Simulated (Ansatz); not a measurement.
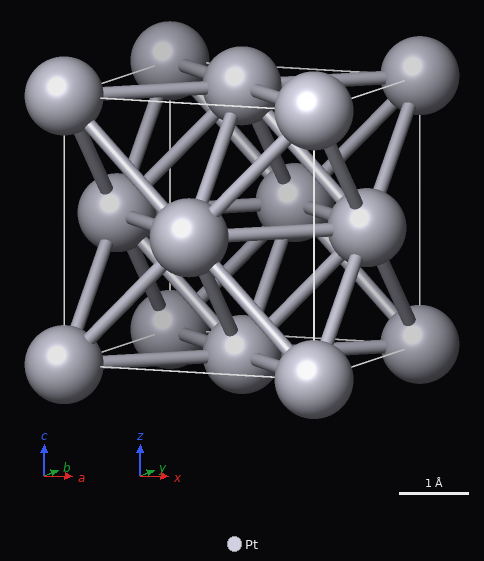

Solid Pt (Fm-3m): the ratio of the cell's length along [111] to its lengths across, counted as 1 for the reference, is changed at fixed volume (a trigonal path), with the atoms kept at their fractional coordinates. x, y and z are the Cartesian axes of the input. The picture shows the reference cell. The picture is a ball-and-stick view of the conventional cell (4 times the calculation's cell), seen slightly off an axis. Lengths and directions refer to the drawn axes.

Level of theory: DFT r2SCAN, scalar-relativistic, plane waves, PAW in Ansatz. (plane-wave cutoff 500 eV; k-point mesh 28 × 28 × 28; occupations gaussian; smearing width 0.15 eV; no spin polarisation). Energies (free energies at the smearing named) are counted from the relaxed crystal.

```
CELL_PARAMETERS angstrom
0.00000 1.97011 1.97011
1.97011 0.00000 1.97011
1.97011 1.97011 0.00000
ATOMIC_POSITIONS crystal
Pt 0.00000 0.00000 0.00000
```

Q: Give the energy at each point (the relative ratio: 0.50, 0.71, 1.00, 1.41, 2.00).

A:
| axial ratio over its reference value | E − E(ref) (meV/atom) |
| --- | --- |
| 0.50 | 704 |
| 0.71 | 479 |
| 1.00 | 0 |
| 1.41 | 782 |
| 2.00 | 4588 |

The lowest computed point lies at the relative ratio 1.00 (0 meV/atom). The end points stand at 704 meV/atom (0.50) and 4588 meV/atom (2.00). The distortion takes the space group from Fm-3m to R-3m, except for Pm-3m at 0.50. At the relative ratio 2.00 the cell of the drawing goes a 3.940 → 4.423 Å, b 3.940 → 4.423 Å, c 3.940 → 4.423 Å, α 90.0° → 60.0°, β 90.0° → 60.0°, γ 90.0° → 60.0°.

As a plot:

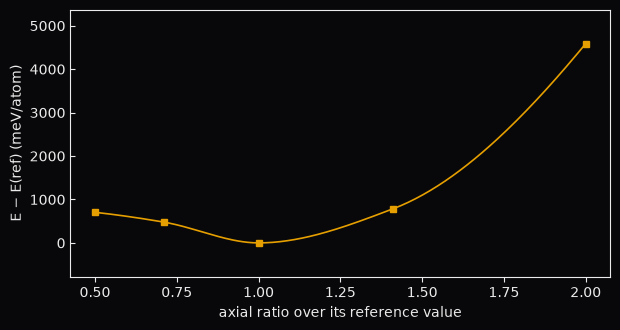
